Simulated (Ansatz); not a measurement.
TiSe, space group P6_3/mmc (No. 194), a = 3.638 Å, b = 3.638 Å, c = 6.455 Å, α = 90.00°, β = 90.00°, γ = 120.00°

```json
{"site": "Ti", "Wyckoff": "2a", "x": "0.0000", "y": "0.0000", "z": "0.0000"}
{"site": "Se", "Wyckoff": "2c", "x": "0.3333", "y": "0.6667", "z": "0.2500"}
```

Origin: the end point of a relaxation at fixed volume with DFT r2SCAN, scalar-relativistic, plane waves, PAW (Ansatz).

**Describe the coordination of Ti.**

TiSe6: a slightly distorted octahedron (coordination number 6, S = 0.16; next best trigonal prism, S = 15.7). Bonds: 6 × Ti–Se 2.65 Å. The next neighbour, not counted, lies at 3.23 Å.

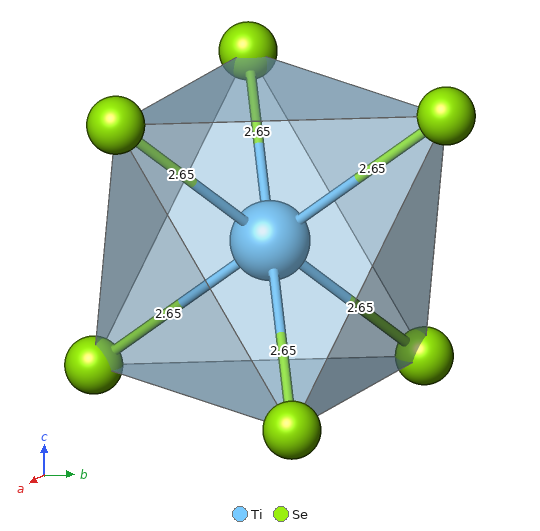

The polyhedron about Ti. The shape measure S (0 to 100) is the computed least-squares distance from an ideal polyhedron; S = 0 means ideal.
